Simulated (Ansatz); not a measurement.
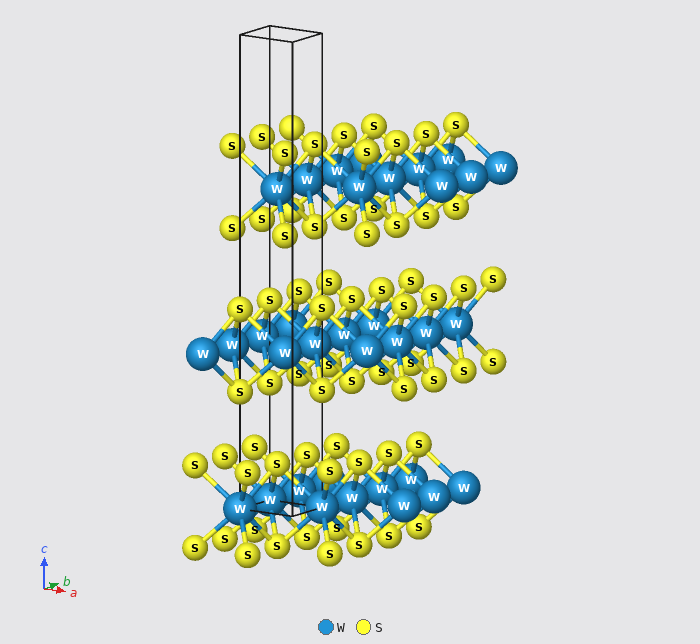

WS2 (space group R3m, No. 160). Coordinates: coordinates from a relaxation with DFT PBE+D3(BJ), scalar-relativistic, plane waves, PAW in Ansatz.

Bonds are taken as S–W below 2.7 Å. Atoms with one bond or none are removed and atoms with two bonds are replaced by edges, until no such atom is left.

### What kind of net remains, and which atoms are its nodes?

A binodal (3,6)-connected, two-periodic (layers) net: S is a 3-connected node; W is a 6-connected node, in the ratio 2:1.

### Name the underlying net.

It is the net of the trigonal-prismatic layers of 2H-MoS2.

### How do the layers lie?

The layers lie parallel to (001).

### Give the first five terms of the coordination sequence (nodes one, two, three … edges away).

S: 3, 13, 9, 24, 15; W: 6, 6, 18, 12, 30.

### How many nodes does the smallest cycle have?

Four.
